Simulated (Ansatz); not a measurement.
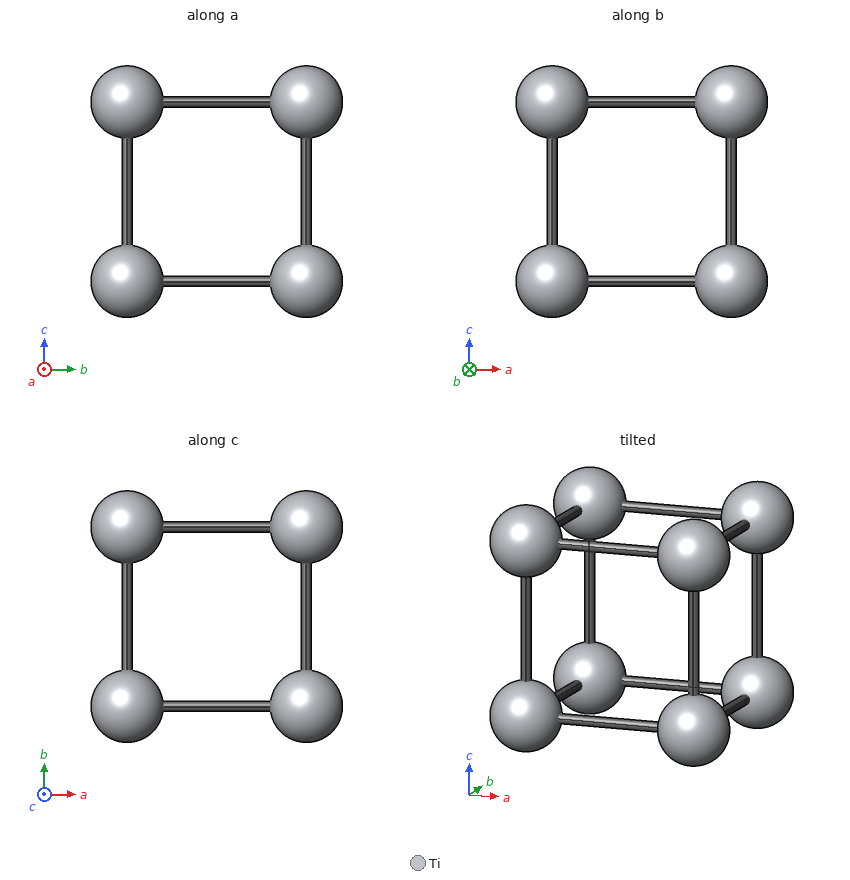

An orthographic ball-and-stick view of the structure, along the a axis, along the b axis, along the c axis and slightly off an axis. One conventional unit cell is outlined, and atoms on its boundary appear in each equivalent place.

Lattice parameters: a = 2.6317 Å, b = 2.6317 Å, c = 2.6317 Å, α = 90.000°, β = 90.000°, γ = 90.000°.

> Give the structure in the form of a CIF in P1 with every atom of the cell.

```cif
data_structure
_symmetry_space_group_name_H-M 'P 1'
_symmetry_Int_Tables_number 1
_cell_length_a 2.6317
_cell_length_b 2.6317
_cell_length_c 2.6317
_cell_angle_alpha 90.000
_cell_angle_beta 90.000
_cell_angle_gamma 90.000
_cell_volume 18.23
loop_
_atom_site_label
_atom_site_type_symbol
_atom_site_fract_x
_atom_site_fract_y
_atom_site_fract_z
_atom_site_occupancy
Ti1 Ti 0.0000 0.0000 0.0000 1
```

The structure comes from a structure type filled with this element by a generator (whether the element takes this form wasn't checked). Relaxation method: DFT, m-r2SCAN, plane waves (500 eV) with PAW, scalar-relativistic (Ansatz).
